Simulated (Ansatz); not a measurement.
C

```
CELL_PARAMETERS angstrom
1.76997 0.00000 0.00000
0.00000 1.76997 0.00000
0.00000 0.00000 1.76997
ATOMIC_POSITIONS crystal
C 0.00000 0.00000 0.00000
```

Space group Pm-3m; set up as C, simple cubic; a generated structure, not necessarily the stable one.

Theory: DFT, r2SCAN0, plane waves (500 eV) with PAW, scalar-relativistic in Ansatz.

**Predict the valence pseudo-density and electron localisation function between the atoms.**

C–C (1.77 Å): ρ at the midpoint is about 0.97 e/Å³; the ELF peaks at about 0.80 between the atoms.

**Does the calculation give a band gap?**

It is gapless in this calculation (a metal or semimetal).

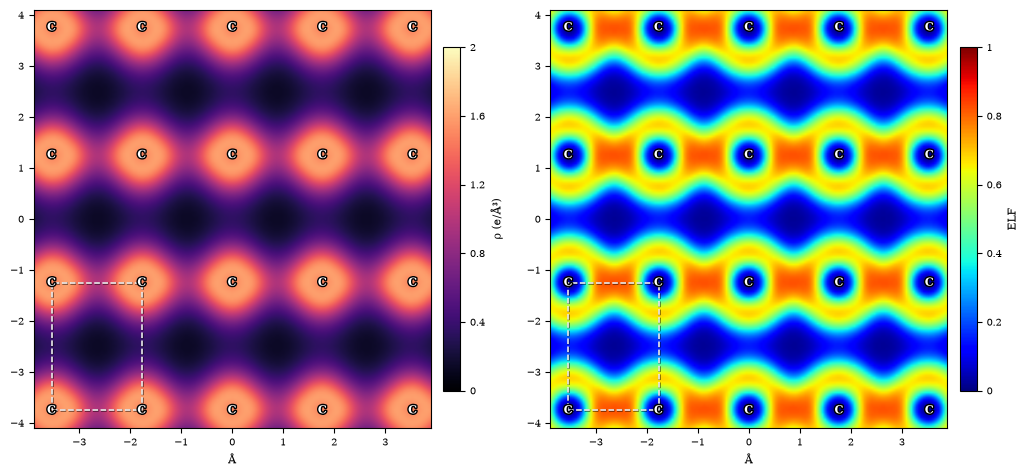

Computed valence pseudo-density and electron localisation function on the (110) plane of the conventional cell, in this order. 

The density is the valence pseudo-density of a PAW calculation; it isn't the true density close to the nuclei.
